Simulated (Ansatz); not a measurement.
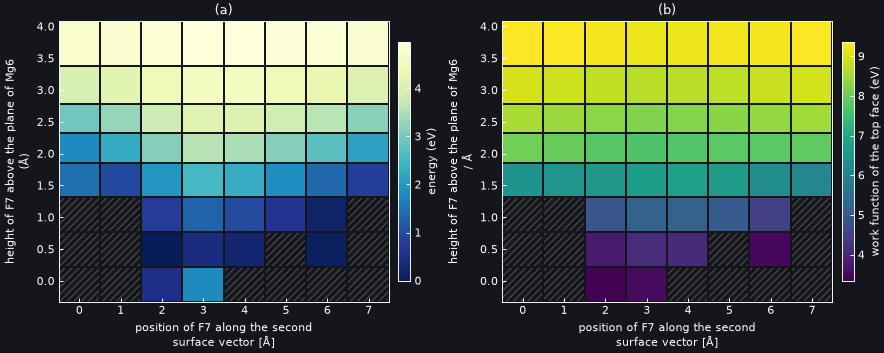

F on a Mg(101) slab cut from the R-3m phase, its upper half relaxed before the scan (6 atoms of substrate and one adsorbate in a 1 × 1 cell). F is moved along a line over the surface and along the normal, above a rigid substrate. The first coordinate is: position of F7 along the second surface vector, from above Mg6; the second: height of F7 above the plane of Mg6. The scan uses an 8 × 8 grid. At 13 points there is no value (left out of the scan, as a rule where atoms come close). Points are written as (first, second). Energies are in eV, from the lowest grid point. The runs have no spin polarisation, so an open-shell adsorbate far from the surface lies too high. These are results of DFT PBE, scalar-relativistic, plane waves, PAW (Ansatz), not measurements. Settings: cutoff 420 eV, k-mesh 9×4×1, gaussian smearing 0.1 eV, no spin polarisation.

Panel (a) is the energy; panel (b) is the computed work function of the top face, in eV.

In the figure: one coloured cell a grid point, hatched blanks where no value was computed.

Q: How does the work function of the top face vary over the map, and what is it at the lowest grid point?

A: Leaving out the highest fifth of the energies, it runs from 3.3 eV at (1.99 Å, −0.05 Å) [nearest 1 Mg at 1.67 Å] to 9.0 eV at (0.00 Å, 3.03 Å) [nearest 1 Mg at 3.03 Å]. At the lowest grid point, (1.99 Å, 0.50 Å) [nearest 2 Mg at 2.06 Å], it is 3.8 eV.
